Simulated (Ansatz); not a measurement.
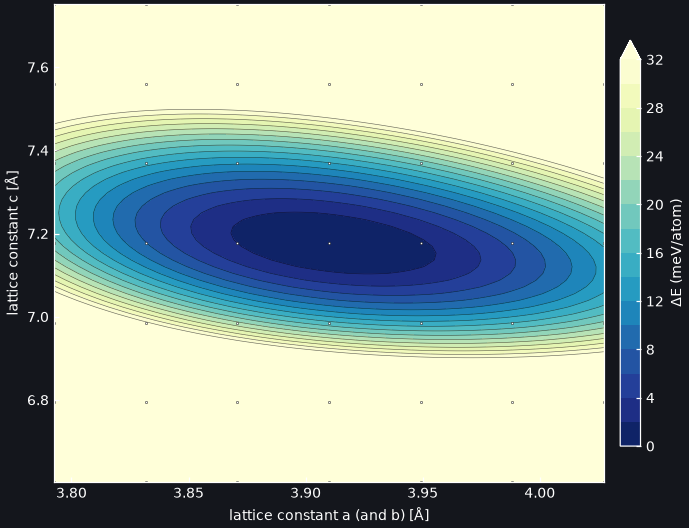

Cu3O2 (I4/mmm, No. 139; 5 atoms in the cell). The energy is mapped over the lattice constants a and c of the conventional cell. Coordinates scanned: (1) lattice constant a (and b); (2) lattice constant c. Nothing is relaxed (symmetry fixes all fractional coordinates). Grid: 7 × 7 points. All energies are given in meV/atom relative to the lowest grid point. The runs have no spin polarisation; a magnetic state may lie lower. All numbers below come from DFT LDA, scalar-relativistic, plane waves, PAW in Ansatz. Settings: cutoff 520 eV, k-mesh 14×14×14, gaussian smearing 0.15 eV, no spin polarisation.

In the figure: filled contours, dots at the grid points, one colour for all values above the top of the scale. Between grid points the surface is interpolated.

**Estimate the position of the minimum and the force constants in these coordinates.**

The interpolated minimum is at lattice constant a (and b) ≈ 3.910 Å, lattice constant c ≈ 7.177 Å. The curvatures there are about 12 eV/Å² and 4.1 eV/Å², with a cross term of about 2.4 eV/Å² (per cell of 5 atoms). Round the minimum the valley is somewhat tilted: raising lattice constant a (and b) shifts the best value of lattice constant c downwards (coupling k₁₂/√(k₁₁k₂₂) about 0.3).

PAW datasets: the set soft_1.
